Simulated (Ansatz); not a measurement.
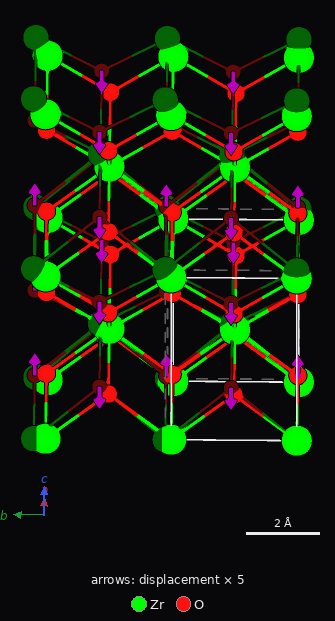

A crystal of ZrO₂ (set up in P4_2/nmc), drawn pale, and a changed version of it, drawn solid. The purple arrows show how the atoms are displaced (without the part that the change of the cell carries along), magnified 5 times. A ball-and-stick model of the cell of the calculation, repeated 1 × 2 × 2 with one cell outlined, seen from a free direction.

Computed with DFT PBE, scalar-relativistic, plane waves, PAW in Ansatz. Set-up: plane-wave cutoff 420 eV; k-point mesh 6 × 6 × 4; occupations gaussian; smearing width 0.02 eV; no spin polarisation.

What was done to the structure, and with what result?

Answer. Equal strain along all axes, −4.5 %, is applied. The cell is then held and the atoms relaxed. The drawn cell changes as follows: a = b 3.621 → 3.458 Å (−4.5 %), c 5.282 → 5.045 Å (−4.5 %); the volume changes by −12.9 %. The largest moves relative to the cell, 0.15 Å, are those of O atoms. Zr stays in place. Near-neighbour distances before and after: O–Zr 2.431 → 2.227 Å, O–Zr 2.077 → 2.059 Å. The space group stays P4_2/nmc (No. 137). Energy change: +135 meV per atom. The pressure goes from 0.0 to 33.3 GPa. The principal stresses (compression positive) are 25.8 GPa along c and 37.0 GPa across it. The gap on the k-mesh stays at 4.06 eV.
